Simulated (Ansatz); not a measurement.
Start from this file.

```yaml
crystal:
  lattice:
    - [3.14972, 0.00000, 0.00000]
    - [-1.57486, 2.72774, 0.00000]
    - [0.00000, 0.00000, 6.64754]
  atoms:
    - { symbol: Mo, position: [0.00000, 0.00000, 0.00000] }
    - { symbol: S, position: [0.33333, 0.66667, 0.23567] }
    - { symbol: S, position: [0.33333, 0.66667, 0.76433] }
```

What would you see if this were drawn?

The compound is MoS₂. The space group is P-6m2 (No. 187); the lattice is primitive hexagonal. In the cell are 1 Mo, 2 S, which makes 1 formula unit. Around each Mo lie six S in a trigonal prismatic arrangement at 2.40 Å. S is coordinated by three Mo in a trigonal pyramidal arrangement at 2.40 Å. Not all metal-metal contacts are counted. The bonds build MoS2 layers parallel to (001).

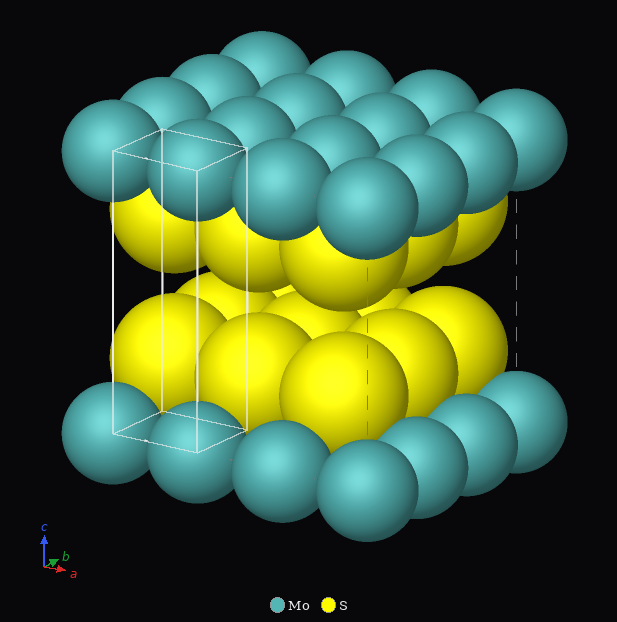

Space-filling drawing of the structure, looking slightly off an axis. The conventional unit cell (solid box) is repeated to 3×3×1 cells. Colours: molybdenum teal, sulfur yellow.

Starting structure: a structure listed in the Materials Project. Earlier steps of the study may have refined or changed the cell and positions. It was run through Ansatz as a DFT input.
